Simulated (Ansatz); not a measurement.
# Single-point calculation, with input and output: MoS2 (part 3 of 3)

MoS2 (P6₃/mmc, 6 atoms in the cell); DFT PBE, scalar-relativistic, plane waves, PAW, spin-polarised (Ansatz 0.2.0); cutoff 420 eV, 7×7×2 k-mesh, Gaussian smearing of 0.05 eV, collinear spins. The structure derives from an entry of the Crystallography Open Database. It belongs to a series of runs on one base structure; here: random orbitals: random, high filling.

Geometry of the input (Å; fractional positions):
```
3.1610  0.0000  0.0000
-1.5805  2.7375  0.0000
0.0000  0.0000  12.2950
Mo 0.3333  0.6667  0.2500
Mo 0.6667  0.3333  0.7500
S  0.3333  0.6667  0.6275
S  0.6667  0.3333  0.1275
S  0.3333  0.6667  0.8725
S  0.6667  0.3333  0.3725
```

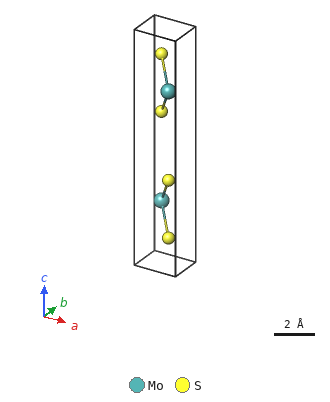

*The structure as given in the input (ball-and-stick view of the cell of the calculation, seen slightly off an axis).*

Log, continued:
```
Harris-Foulkes:  -13525.392350 eV  (|F-HF|=1.47e-10)
Internal energy: -13525.392350 eV  (E = F + TS)
E sigma→0 (E₀):  -13525.392350 eV
Fermi energy:    11.661641 eV
--- Per-component energies (eV) ---
  E_band       = -311.684294
  E_kinetic    = 1319.891893
  E_local      = -4080.019199  (includes V_loc(G=0)·N_el)
  E_nonlocal   = 398.971395
  E_hartree    = 1585.265782
  E_xc         = -759.736926
  E_vxc        = -813.662072  (∫ρ·V_xc dr)
  E_paw        = -8803.654066  (= ΣΔE_a)
  E_vpaw       = -307.399030  (= ΣTr[D̂ρ^β])
  E_aug_tail   = 0.000067  (compensation charges beyond the density's cutoff)
  E_ewald      = -3186.111296
  E_smearing   = -0.000000  (= −TS)
  E_closure    = 0.000000  (closes the sum)
  Σ components = -13525.392350   (vs F -13525.392350, Δ=0.00e0)
--- Specified on-site occupations, and those of the state reported ---
  electrons in the specified blocks: 4.2000 specified, 10.4295 found
  site 1 (l=d) ↑: largest change of an orbital's occupation 0.5634; electrons 0.1000 specified, 2.6074 found; spectral distance 1.1248
  site 0 (l=d) ↓: largest change of an orbital's occupation 0.5634; electrons 0.1000 specified, 2.6074 found; spectral distance 1.1248
  site 0 (l=d) ↑: largest change of an orbital's occupation 0.5609; electrons 2.0000 specified, 2.6074 found; spectral distance 1.0124
  site 1 (l=d) ↓: largest change of an orbital's occupation 0.5588; electrons 2.0000 specified, 2.6074 found; spectral distance 1.0124
--- Forces (eV/Å), atoms counted from 1 ---
  atom   1  Mo    -0.00000003     0.00000003     0.00000649
  atom   2  Mo     0.00000002    -0.00000001     0.00000281
  atom   3  S     -0.00000002    -0.00000001    -1.21457935
  atom   4  S     -0.00000001    -0.00000002    -1.21457972
  atom   5  S     -0.00000001    -0.00000001     1.21457774
  atom   6  S     -0.00000002    -0.00000001     1.21457595
  max |Σ_I F_I| component: 3.93e-6 eV/Å
--- Stress (GPa, compression-positive) ---
        6.670368       0.000000       0.000000
        0.000000       6.670368      -0.000000
        0.000000      -0.000000      13.312213
  P = ⅓ Tr σ = 8.8843 GPa (88.843 kbar)
--- Band table (eV; the first three rows and the last of 100) ---
  k-point 0 ↑: bands = ["-50.4909", "-50.4909", "-24.6618", "-24.6616", "-24.4454", "-24.4454", "-24.4454", "-24.4454", "-4.1503", "-3.9442", "-2.7030", "-2.3339", "4.0024", "4.9042", "7.3664", "7.3664", "7.3759", "7.3759", "7.7202", "8.5693", "8.5693", "8.6048", "8.6048", "9.8494", "10.0412", "11.1728", "13.1508", "13.1508", "13.1664", "13.1664", "13.4843", "13.4843", "13.6308", "13.6308"]
  k-point 1 ↑: bands = ["-50.4909", "-50.4909", "-24.6617", "-24.6617", "-24.4454", "-24.4454", "-24.4454", "-24.4454", "-4.0579", "-4.0579", "-2.5102", "-2.5102", "4.3968", "4.3968", "7.3711", "7.3711", "7.3711", "7.3711", "8.5646", "8.5646", "8.5870", "8.5870", "8.5870", "8.5870", "10.8856", "10.8856", "13.1553", "13.1553", "13.1553", "13.1553", "13.5604", "13.5604", "13.5604", "13.5604"]
  k-point 2 ↑: bands = ["-50.4830", "-50.4830", "-24.6456", "-24.6455", "-24.5259", "-24.5258", "-24.4636", "-24.4635", "-3.8407", "-3.6386", "-2.5785", "-2.2438", "4.3223", "5.1975", "6.7948", "6.8318", "7.0137", "7.6855", "7.7067", "7.7304", "8.1276", "8.1720", "8.9351", "9.9842", "9.9850", "10.5436", "12.8385", "12.9290", "13.1222", "13.1281", "13.2983", "13.3119", "13.6309", "13.7194"]
  k-point 49 ↓: bands = ["-50.4538", "-50.4538", "-24.7780", "-24.7779", "-24.5862", "-24.5862", "-24.5632", "-24.5632", "-2.4301", "-2.4301", "-1.9360", "-1.9360", "4.7954", "4.7954", "5.6010", "5.6010", "6.3281", "6.3281", "7.0328", "7.0329", "8.0604", "8.0604", "8.9211", "8.9211", "9.5145", "9.5145", "12.5692", "12.5692", "12.9371", "12.9372", "13.7778", "13.7778", "15.0115", "15.0115"]
Occupation matrices written to [file]
--- Löwdin populations: 6 sites ---
  site symbol       q [e]    m [muB]
     0     Mo     13.7115     0.0000
     1     Mo     13.7115    -0.0000
     2      S      6.0409     0.0000
     3      S      6.0409    -0.0000
     4      S      6.0409     0.0000
     5      S      6.0409    -0.0000
  spilling = 0.007953 (of n_electrons = 52.000000)
--- Occupation matrices: 2 shells (run DFT+U table (all-electron-ortho-atomic); ε = 2.00e-2, provisional) ---
  Mo0 d_4D: site group D3h (-6m2)
  Mo0 d_4D up     Tr n = 2.6074  λ = 0.479 0.479 0.533 0.533 0.583  [2× xz 0.50 E''(1.00) | 2× x2-y2 0.50 E'(1.00) | z2 1.00 A1'(1.00)]
  Mo0 d_4D dn     Tr n = 2.6074  λ = 0.479 0.479 0.533 0.533 0.583  [2× xz 0.50 E''(1.00) | 2× x2-y2 0.50 E'(1.00) | z2 1.00 A1'(1.00)]
  specified occupation → Mo0 d_4D up: matrix, ‖Δ‖_F = 1.1018, Tr Δ = -0.6074, displaced = 1.2282, d_λ = 1.0124; orbital distance = 1.5514
  specified occupation → Mo0 d_4D dn: matrix, ‖Δ‖_F = 1.1248, Tr Δ = -2.5074, displaced = 1.2537, d_λ = 1.1248; orbital distance = 0.0000
  Mo1 d_4D: site group D3h (-6m2)
  Mo1 d_4D up     Tr n = 2.6074  λ = 0.479 0.479 0.533 0.533 0.583  [2× xz 0.50 E''(1.00) | 2× x2-y2 0.50 E'(1.00) | z2 1.00 A1'(1.00)]
  Mo1 d_4D dn     Tr n = 2.6074  λ = 0.479 0.479 0.533 0.533 0.583  [2× xz 0.50 E''(1.00) | 2× x2-y2 0.50 E'(1.00) | z2 1.00 A1'(1.00)]
  specified occupation → Mo1 d_4D up: matrix, ‖Δ‖_F = 1.1248, Tr Δ = -2.5074, displaced = 1.2537, d_λ = 1.1248; orbital distance = 0.0000
  specified occupation → Mo1 d_4D dn: matrix, ‖Δ‖_F = 1.0969, Tr Δ = -0.6074, displaced = 1.2221, d_λ = 1.0124; orbital distance = 1.5160
  Tr n, λ and their labels are of the run-group-symmetrised matrices; stabiliser: 48 of 48 elements of G0×{1,Θ} (closed), max defect 3.0e-6 at τ = 4.2e-3
```

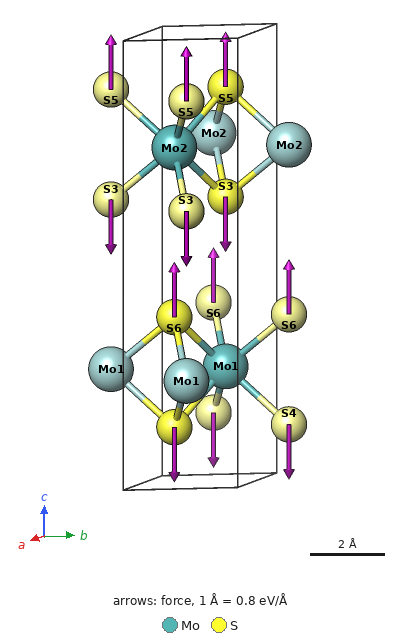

*Forces on the atoms as pink arrows (ball-and-stick view of the cell of the calculation, seen slightly off an axis; neighbours outside the cell are drawn fainter; atoms are numbered from 1 in the order of the input).*

The largest act on all 4 S atoms (1.21 eV/Å). The geometry is not a stationary point of this energy.

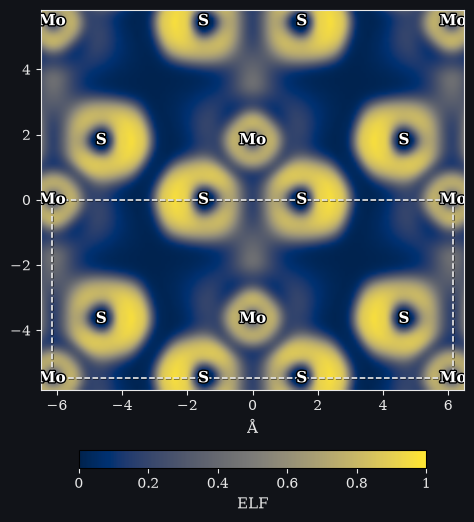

*ELF on the (110) plane of the conventional cell.*

Atoms in the plane: Mo and S. Mo–S (2.37 Å): the ELF is about 0.45 at the midpoint. The strong features right at Mo lie inside the PAW spheres (semicore, d or f shells) and say nothing about bonding. In a PAW calculation such maps are meaningful between the atoms, not at the nuclei.

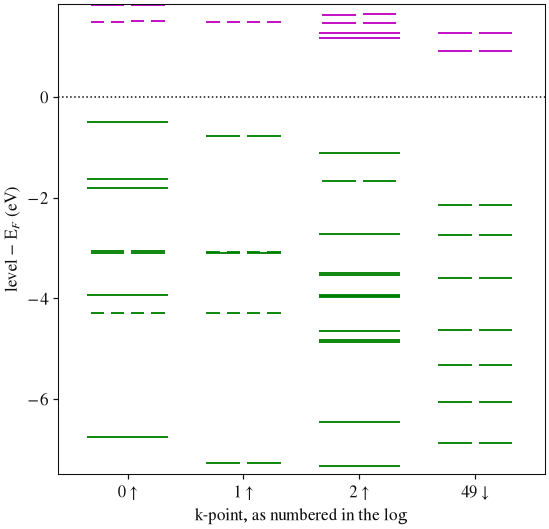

*Kohn–Sham levels near the Fermi level (dotted) at the few k-points that the log prints; levels within 0.02 eV of each other stand side by side.*

Among these points the highest filled and lowest empty levels are 1.40 eV apart; the gap on the full mesh, 0.98 eV, has an edge at a point that isn't printed.
